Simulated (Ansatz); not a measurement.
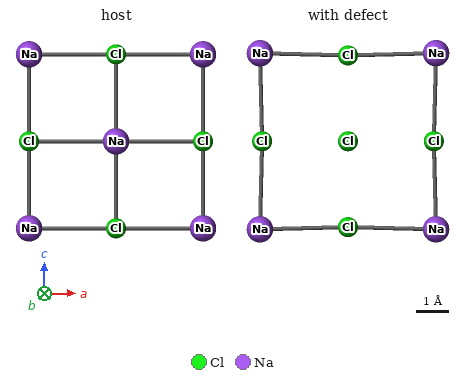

Left: perfect NaCl. Right: the same region with one point defect, after relaxing the atoms in a supercell of 64 sites. Style: ball-and-stick. Shown: the atoms within 5.4 Å of one point, in a slice 3.4 Å thick across the line of sight, along the b axis.

The calculation used DFT, PBEsol, PAW, plane waves in Ansatz. (plane-wave cutoff 420 eV; k-point mesh 1 × 1 × 1; mesh shifted by (0.25, 0.25, 0.25); collinear spin) Fermi-Dirac smearing of 0.01 eV. A uniform background neutralises the charged cell. The axes drawn are those of the host's conventional cell.

**What kind of defect was made?**

A sodium atom is replaced by chlorine.

The charge state of the cell is +1.

**How does the lattice respond?**

In the host the Na atom has 6 Cl at 2.80 Å; the Cl atom ends with 6 Cl at 2.76 Å. Of the host's atoms, a sodium atom moves furthest from its site, by 0.05 Å. The cell's net moment is 3.00 μB.

Limits of the set-up: the cell is charged, on a uniform background, and energies carry no finite-size correction.
